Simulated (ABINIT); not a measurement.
**Geometry relaxation of HfB₂ (part 3 of 3)**

Continued. System: HfB₂ (3 atoms in the cell). Method: Kohn-Sham DFT of a periodic cell, PBE, SPMS NC PBE v1.0, no spin polarisation (ABINIT 10.8.3); cutoff 816.34 eV, 8×8×6 k-mesh, fermi-dirac of 0.05 eV. The structure derives from an entry of the Crystallography Open Database.

Geometry of the input (Å; fractional positions):
```
3.1400  0.0000  0.0000
-1.5700  2.7193  0.0000
0.0000  0.0000  3.4800
Hf 0.0000  0.0000  0.0000
B  0.6667  0.3333  0.5000
B  0.3333  0.6667  0.5000
```

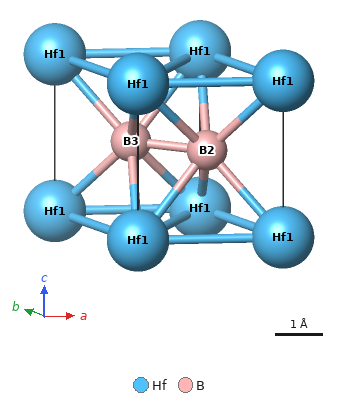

Fig. 1: The geometry at step 3 of the log (ball-and-stick view of the cell of the calculation, seen at an oblique angle; atoms are numbered from 1 in the order of the input).

**The program's output, continued**
```
--- !ResultsGS
iteration_state: {dtset: 1, itime: 5, icycle: 1, }
comment   : Summary of ground state results
lattice_vectors:
- [  5.9429460,   0.0000000,   0.0000000, ]
- [ -2.9714730,   5.1467422,   0.0000000, ]
- [  0.0000000,   0.0000000,   6.5969968, ]
lattice_lengths: [   5.94295,    5.94295,    6.59700, ]
lattice_angles: [ 90.000,  90.000, 120.000, ] # degrees, (23, 13, 12)
lattice_volume:   2.0178110E+02
convergence: {deltae:  4.121E-13, res2:  2.467E-13, residm:  3.602E-04, diffor: null, }
etotal    :  -6.24727425E+01
entropy   :   0.00000000E+00
fermie    :   3.84713687E-01
cartesian_stress_tensor: # hartree/bohr^3
- [  3.97113146E-07,   1.90362639E-13,   0.00000000E+00, ]
- [  1.90362639E-13,   3.97112830E-07,   0.00000000E+00, ]
- [  0.00000000E+00,   0.00000000E+00,   2.29945408E-07, ]
pressure_GPa:  -1.0044E-02
xred      :
- [  5.5340E-30,   5.8688E-30,   0.0000E+00, Hf]
- [  6.6667E-01,   3.3333E-01,   5.0000E-01,  B]
- [  3.3333E-01,   6.6667E-01,   5.0000E-01,  B]
cartesian_forces: # hartree/bohr
- [ -1.13270641E-29,  -1.08994725E-29,  -0.00000000E+00, ]
- [  1.13270641E-29,   2.17989451E-30,  -0.00000000E+00, ]
- [  0.00000000E+00,   8.71957803E-30,  -0.00000000E+00, ]
force_length_stats: {min:   8.71957803E-30, max:   1.57194428E-29, mean:   1.19913128E-29, }
...

 Integrated electronic density in atomic spheres:
 ------------------------------------------------
 Atom  Sphere_radius  Integrated_density
    1        2.00000          8.50166228
    2        2.00000          2.69537865
    3        2.00000          2.69537865

---OUTPUT-----------------------------------------------------------------------

 Cartesian coordinates (xcart) [bohr]
  1.54490911798512E-29  3.02051435441012E-29  0.00000000000000E+00
  2.97147300732891E+00  1.71558074069455E+00  3.29849839642247E+00
 -3.33855863655282E-11  3.43116148138911E+00  3.29849839642247E+00
 Reduced coordinates (xred)
  5.53396225622809E-30  5.86878888445138E-30  0.00000000000000E+00
  6.66666666666667E-01  3.33333333333333E-01  5.00000000000000E-01
  3.33333333333333E-01  6.66666666666667E-01  5.00000000000000E-01
 Cartesian forces (fcart) [Ha/bohr]; max,rms= 1.13271E-29 7.11951E-30 (free atoms)
 -1.13270641214730E-29 -1.08994725327898E-29 -0.00000000000000E+00
  1.13270641214730E-29  2.17989450664612E-30 -0.00000000000000E+00
  0.00000000000000E+00  8.71957802614365E-30 -0.00000000000000E+00
 Gradient of E wrt nuclear positions in reduced coordinates (gred)
  6.73161305788597E-29  2.24387101929532E-29  0.00000000000000E+00
 -6.73161305788597E-29  2.24387101929532E-29 -0.00000000000000E+00
  0.00000000000000E+00 -4.48774203859064E-29 -0.00000000000000E+00
 Scale of Primitive Cell (acell) [bohr]
  5.94294601469120E+00  5.94294601475226E+00  6.59699679284495E+00
 Real space primitive translations (rprimd) [bohr]
  5.94294601469120E+00  0.00000000000000E+00  0.00000000000000E+00
 -2.97147300739568E+00  5.14674222208366E+00  0.00000000000000E+00
  0.00000000000000E+00  0.00000000000000E+00  6.59699679284495E+00
 Unitary Cell Volume (ucvol) [Bohr^3]=  2.01781095240497E+02
 Angles (23,13,12)= [degrees]
  9.00000000000000E+01  9.00000000000000E+01  1.20000000000218E+02
 Lengths [Bohr]
  5.94294601469120E+00  5.94294601475226E+00  6.59699679284495E+00
 Stress tensor in cartesian coordinates (strten) [Ha/bohr^3]
  3.97113146415051E-07  1.90362639080197E-13  0.00000000000000E+00
  1.90362639080197E-13  3.97112830164553E-07  0.00000000000000E+00
  0.00000000000000E+00  0.00000000000000E+00  2.29945407916043E-07
 Total energy (etotal) [Ha]= -6.24727425325550E+01

 Difference of energy with previous step (new-old):
           Absolute (Ha)=-1.25701E-07
           Relative     =-2.01209E-09

--- Iteration: ( 6/50) Internal Cycle: (1/1)
--------------------------------------------------------------------------------

---SELF-CONSISTENT-FIELD CONVERGENCE--------------------------------------------

--- !BeginCycle
iteration_state: {dtset: 1, itime: 6, icycle: 1, }
solver: {iscf: 7, nstep: 80, nline: 4, wfoptalg: 0, }
tolerances: {tolvrs: 1.00E-12, }
...

     iter   Etot(hartree)      deltaE(h)  residm     vres2
 ETOT  1  -62.472742527648    -6.247E+01 1.843E-03 4.040E-05
 ETOT  2  -62.472742532690    -5.041E-09 1.626E-03 7.763E-06
 ETOT  3  -62.472742533979    -1.289E-09 8.535E-04 2.993E-08
 ETOT  4  -62.472742533984    -4.768E-12 1.389E-03 1.462E-10
 ETOT  5  -62.472742533984    -2.345E-13 7.332E-04 8.889E-13

 At SCF step    5       vres2   =  8.89E-13 < tolvrs=  1.00E-12 =>converged.

 Cartesian components of stress tensor (hartree/bohr^3)
  sigma(1 1)=  4.08392438E-08  sigma(3 2)=  0.00000000E+00
  sigma(2 2)=  4.08389275E-08  sigma(3 1)=  0.00000000E+00
  sigma(3 3)=  5.13177868E-08  sigma(2 1)=  1.90373352E-13

--- !ResultsGS
iteration_state: {dtset: 1, itime: 6, icycle: 1, }
comment   : Summary of ground state results
lattice_vectors:
- [  5.9428552,   0.0000000,   0.0000000, ]
- [ -2.9714276,   5.1466635,   0.0000000, ]
- [  0.0000000,   0.0000000,   6.5969743, ]
lattice_lengths: [   5.94286,    5.94286,    6.59697, ]
lattice_angles: [ 90.000,  90.000, 120.000, ] # degrees, (23, 13, 12)
lattice_volume:   2.0177424E+02
convergence: {deltae: -2.345E-13, res2:  8.889E-13, residm:  7.332E-04, diffor: null, }
etotal    :  -6.24727425E+01
entropy   :   0.00000000E+00
fermie    :   3.84725914E-01
cartesian_stress_tensor: # hartree/bohr^3
- [  4.08392438E-08,   1.90373352E-13,   0.00000000E+00, ]
- [  1.90373352E-13,   4.08389275E-08,   0.00000000E+00, ]
- [  0.00000000E+00,   0.00000000E+00,   5.13177868E-08, ]
pressure_GPa:  -1.3043E-03
xred      :
- [  2.4419E-30,   3.6665E-30,   0.0000E+00, Hf]
- [  6.6667E-01,   3.3333E-01,   5.0000E-01,  B]
- [  3.3333E-01,   6.6667E-01,   5.0000E-01,  B]
cartesian_forces: # hartree/bohr
- [ -0.00000000E+00,  -8.71971134E-30,  -0.00000000E+00, ]
- [  5.66361865E-30,   7.62974742E-30,  -0.00000000E+00, ]
- [ -5.66361865E-30,   1.08996392E-30,  -0.00000000E+00, ]
force_length_stats: {min:   5.76754693E-30, max:   9.50208514E-30, mean:   7.99644780E-30, }
...

 Integrated electronic density in atomic spheres:
 ------------------------------------------------
 Atom  Sphere_radius  Integrated_density
    1        2.00000          8.50161470
    2        2.00000          2.69537789
    3        2.00000          2.69537789

---OUTPUT-----------------------------------------------------------------------

 Cartesian coordinates (xcart) [bohr]
  3.61736011781289E-30  1.88702348161418E-29  0.00000000000000E+00
  2.97142757706616E+00  1.71555451152012E+00  3.29848716996806E+00
 -3.33846241655151E-11  3.43110902304025E+00  3.29848716996806E+00
 Reduced coordinates (xred)
  2.44193992487045E-30  3.66649863342071E-30  0.00000000000000E+00
  6.66666666666667E-01  3.33333333333333E-01  5.00000000000000E-01
  3.33333333333333E-01  6.66666666666667E-01  5.00000000000000E-01
 Cartesian forces (fcart) [Ha/bohr]; max,rms= 8.71971E-30 4.70918E-30 (free atoms)
 -0.00000000000000E+00 -8.71971134008469E-30 -0.00000000000000E+00
  5.66361865068122E-30  7.62974742262921E-30 -0.00000000000000E+00
 -5.66361865068122E-30  1.08996391745548E-30 -0.00000000000000E+00
 Gradient of E wrt nuclear positions in reduced coordinates (gred)
  0.00000000000000E+00  4.48774203859064E-29  0.00000000000000E+00
 -3.36580652894298E-29 -2.24387101929532E-29 -0.00000000000000E+00
  3.36580652894298E-29 -2.24387101929532E-29 -0.00000000000000E+00
 Scale of Primitive Cell (acell) [bohr]
  5.94285515416569E+00  5.94285515422675E+00  6.59697433993611E+00
 Real space primitive translations (rprimd) [bohr]
  5.94285515416569E+00  0.00000000000000E+00  0.00000000000000E+00
 -2.97142757713292E+00  5.14666353456037E+00  0.00000000000000E+00
  0.00000000000000E+00  0.00000000000000E+00  6.59697433993611E+00
 Unitary Cell Volume (ucvol) [Bohr^3]=  2.01774238563314E+02
 Angles (23,13,12)= [degrees]
  9.00000000000000E+01  9.00000000000000E+01  1.20000000000218E+02
 Lengths [Bohr]
  5.94285515416569E+00  5.94285515422675E+00  6.59697433993611E+00
 Stress tensor in cartesian coordinates (strten) [Ha/bohr^3]
  4.08392437679928E-08  1.90373351540248E-13  0.00000000000000E+00
  1.90373351540248E-13  4.08389275174947E-08  0.00000000000000E+00
  0.00000000000000E+00  0.00000000000000E+00  5.13177867769721E-08
 Total energy (etotal) [Ha]= -6.24727425339838E+01

 Difference of energy with previous step (new-old):
           Absolute (Ha)=-1.42877E-09
           Relative     =-2.28702E-11

 At Broyd/MD step   6, gradients are converged :
  max grad (force/stress) = 5.1318E-06 < tolmxf= 2.0000E-05 ha/bohr (free atoms)

================================================================================

 ----iterations are completed or convergence reached----

 Mean square residual over all n,k,spin=   14.171E-07; max=  73.320E-05
 reduced coordinates (array xred) for    3 atoms
       0.000000000000      0.000000000000      0.000000000000
       0.666666666667      0.333333333333      0.500000000000
       0.333333333333      0.666666666667      0.500000000000
 rms dE/dt=  3.5479E-29; max dE/dt=  3.3658E-29; dE/dt below (all hartree)
    1       0.000000000000      0.000000000000      0.000000000000
    2      -0.000000000000     -0.000000000000      0.000000000000
    3       0.000000000000     -0.000000000000      0.000000000000

 cartesian coordinates (angstrom) at end:
    1      0.00000000000000     0.00000000000000     0.00000000000000
    2      1.57241175656538     0.90783235094239     1.74548423961887
    3     -0.00000000001767     1.81566470188479     1.74548423961887

 cartesian forces (hartree/bohr) at end:
    1     -0.00000000000000    -0.00000000000000    -0.00000000000000
    2      0.00000000000000     0.00000000000000    -0.00000000000000
    3     -0.00000000000000     0.00000000000000    -0.00000000000000
 frms,max,avg= 4.7091823E-30 8.7197113E-30   0.000E+00  0.000E+00  0.000E+00 h/b

 cartesian forces (eV/Angstrom) at end:
    1     -0.00000000000000    -0.00000000000000    -0.00000000000000
    2      0.00000000000000     0.00000000000000    -0.00000000000000
    3     -0.00000000000000     0.00000000000000    -0.00000000000000
 frms,max,avg= 2.4215589E-28 4.4838559E-28   0.000E+00  0.000E+00  0.000E+00 e/A
 length scales=  5.942855154166  5.942855154227  6.596974339936 bohr
              =  3.144823513148  3.144823513181  3.490968479238 angstroms
 Fermi (or HOMO) energy (hartree) =   0.38473   Average Vxc (hartree)=  -0.47415
 Eigenvalues (hartree) for nkpt=  40  k points:
 kpt#   1, nband= 13, wtk=  0.00260, kpt=  0.0000  0.0000  0.0000 (reduced coord)
  -1.89016   -0.74599   -0.72809   -0.72809   -0.12514    0.26912    0.27297    0.27297
   0.27634    0.52609    0.52609    0.54833    0.54833
      occupation numbers for kpt#   1
   2.00000    2.00000    2.00000    2.00000    2.00000    2.00000    2.00000    2.00000
   2.00000    0.00000    0.00000    0.00000    0.00000
 prteigrs : prtvol=0 or 1, do not print more k-points.

--- !EnergyTerms
iteration_state     : {dtset: 1, itime: 6, icycle: 1, }
comment             : Components of total free energy in Hartree
kinetic             :  1.87683266902823E+01
hartree             :  7.00927027020601E+00
xc                  : -1.64309705810315E+01
Ewald energy        : -4.87482707032876E+01
psp_core            :  3.94788252285569E+00
local_psp           : -2.08416448516961E+01
non_local_psp       : -6.17725558778257E+00
internal            : -6.24726622404538E+01
'-kT*entropy'       : -8.02935300515178E-05
total_energy        : -6.24727425339838E+01
total_energy_eV     : -1.69996992693796E+03
band_energy         : -6.52629003149285E+00
...

 Cartesian components of stress tensor (hartree/bohr^3)
  sigma(1 1)=  4.08392438E-08  sigma(3 2)=  0.00000000E+00
  sigma(2 2)=  4.08389275E-08  sigma(3 1)=  0.00000000E+00
  sigma(3 3)=  5.13177868E-08  sigma(2 1)=  1.90373352E-13

-Cartesian components of stress tensor (GPa)         [Pressure= -1.3043E-03 GPa]
- sigma(1 1)=  1.20153203E-03  sigma(3 2)=  0.00000000E+00
- sigma(2 2)=  1.20152273E-03  sigma(3 1)=  0.00000000E+00
- sigma(3 3)=  1.50982141E-03  sigma(2 1)=  5.60097738E-09

== END DATASET(S) ==============================================================
================================================================================

 -outvars: echo values of variables after computation  --------
            acell      5.9428551542E+00  5.9428551542E+00  6.5969743399E+00 Bohr
           etotal     -6.2472742534E+01
            fcart     -0.0000000000E+00 -8.7197113401E-30 -0.0000000000E+00
                       5.6636186507E-30  7.6297474226E-30 -0.0000000000E+00
                      -5.6636186507E-30  1.0899639175E-30 -0.0000000000E+00
            rprim      1.0000000000E+00  0.0000000000E+00  0.0000000000E+00
                      -5.0000000000E-01  8.6602540378E-01  0.0000000000E+00
                       0.0000000000E+00  0.0000000000E+00  1.0000000000E+00
           strten      4.0839243768E-08  4.0838927517E-08  5.1317786777E-08
                       0.0000000000E+00  0.0000000000E+00  1.9037335154E-13
           xangst      1.9142245367E-30  9.9856982223E-30  0.0000000000E+00
                       1.5724117566E+00  9.0783235094E-01  1.7454842396E+00
                      -1.7666382291E-11  1.8156647019E+00  1.7454842396E+00
             xred      2.4419399249E-30  3.6664986334E-30  0.0000000000E+00
                       6.6666666667E-01  3.3333333333E-01  5.0000000000E-01
                       3.3333333333E-01  6.6666666667E-01  5.0000000000E-01
 Calculation completed.
```

**Trajectory as extended XYZ (Å, eV, eV/Å), 6 frames, from step=0 to step=5**
```
3
Lattice="3.1400 0.0000 0.0000 -1.5700 2.7193 0.0000 0.0000 0.0000 3.4800" Properties=species:S:1:pos:R:3:forces:R:3 step=0 energy=-1699.96900
Hf    0.0000    0.0000    0.0000    0.0000   0.0000   0.0000
B     1.5700    0.9064    1.7400    0.0000   0.0000   0.0000
B     0.0000    1.8129    1.7400    0.0000   0.0000   0.0000
3
Lattice="3.1445 0.0000 0.0000 -1.5723 2.7232 0.0000 0.0000 0.0000 3.4864" Properties=species:S:1:pos:R:3:forces:R:3 step=1 energy=-1699.96985
Hf    0.0000    0.0000    0.0000    0.0000   0.0000   0.0000
B     1.5723    0.9077    1.7432    0.0000   0.0000   0.0000
B     0.0000    1.8155    1.7432    0.0000   0.0000   0.0000
3
Lattice="3.1455 0.0000 0.0000 -1.5728 2.7241 0.0000 0.0000 0.0000 3.4893" Properties=species:S:1:pos:R:3:forces:R:3 step=2 energy=-1699.96992
Hf    0.0000    0.0000    0.0000    0.0000   0.0000   0.0000
B     1.5728    0.9080    1.7447    0.0000   0.0000   0.0000
B     0.0000    1.8161    1.7447    0.0000   0.0000   0.0000
3
Lattice="3.1453 0.0000 0.0000 -1.5727 2.7239 0.0000 0.0000 0.0000 3.4902" Properties=species:S:1:pos:R:3:forces:R:3 step=3 energy=-1699.96992
Hf    0.0000    0.0000    0.0000    0.0000   0.0000   0.0000
B     1.5727    0.9080    1.7451    0.0000   0.0000   0.0000
B     0.0000    1.8159    1.7451    0.0000   0.0000   0.0000
3
Lattice="3.1449 0.0000 0.0000 -1.5724 2.7235 0.0000 0.0000 0.0000 3.4910" Properties=species:S:1:pos:R:3:forces:R:3 step=4 energy=-1699.96993
Hf    0.0000    0.0000    0.0000    0.0000   0.0000   0.0000
B     1.5724    0.9078    1.7455    0.0000   0.0000   0.0000
B     0.0000    1.8157    1.7455    0.0000   0.0000   0.0000
3
Lattice="3.1448 0.0000 0.0000 -1.5724 2.7235 0.0000 0.0000 0.0000 3.4910" Properties=species:S:1:pos:R:3:forces:R:3 step=5 energy=-1699.96993
Hf    0.0000    0.0000    0.0000    0.0000   0.0000   0.0000
B     1.5724    0.9078    1.7455    0.0000   0.0000   0.0000
B     0.0000    1.8157    1.7455    0.0000   0.0000   0.0000
```

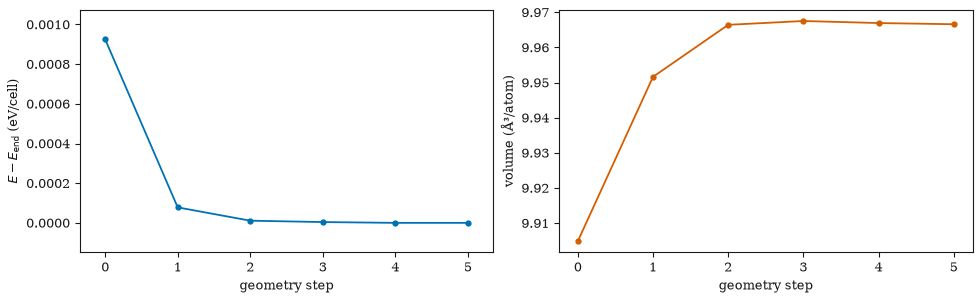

Fig. 2: Progress of the relaxation, step by step (steps are counted from 0). The energy falls by 0.9 meV per cell of the calculation in 5 geometry steps. All forces vanish by symmetry, so only the cell relaxes. The atoms keep their places relative to the cell (all moves are under 0.005 Å). Cell: a = b 3.140 → 3.145 Å (+0.2 %), c 3.480 → 3.491 Å (+0.3 %). Volume +0.6 %. Among the contacts that change: Hf1–B2 2.513 → 2.519 Å, Hf1–Hf1 3.140 → 3.145 Å. The space group stays P6/mmm (No. 191). (Atoms are counted from 1 in the order of the input.)

**Results in brief**

| quantity | value |
| --- | --- |
| outcome | converged |
| space group (tolerance 0.01 Å) | P6/mmm (191) |
| electrons treated | 18 |
| free energy | −1699.9699 eV |
| Fermi energy | 10.469 eV |
| gap on the k-point mesh | none (metallic) |
| pressure | 0.00 GPa |
| final volume | 29.90 Å³ |
| largest force (length of the vector) at the end | under 0.001 eV/Å |
| final cell | a = 3.145 Å, b = 3.145 Å, c = 3.491 Å, α = 90.00°, β = 90.00°, γ = 120.00° |
| hardware | 4 threads of Intel Xeon @ 2.50GHz (Skylake/Cascade Lake), 189 GiB of memory available, shared host |
| wall time | 86 s (CPU time 5.7 min) |
| peak memory | 0.28 GiB |

**Remarks**

Spin–orbit coupling is left out, which matters for Hf.
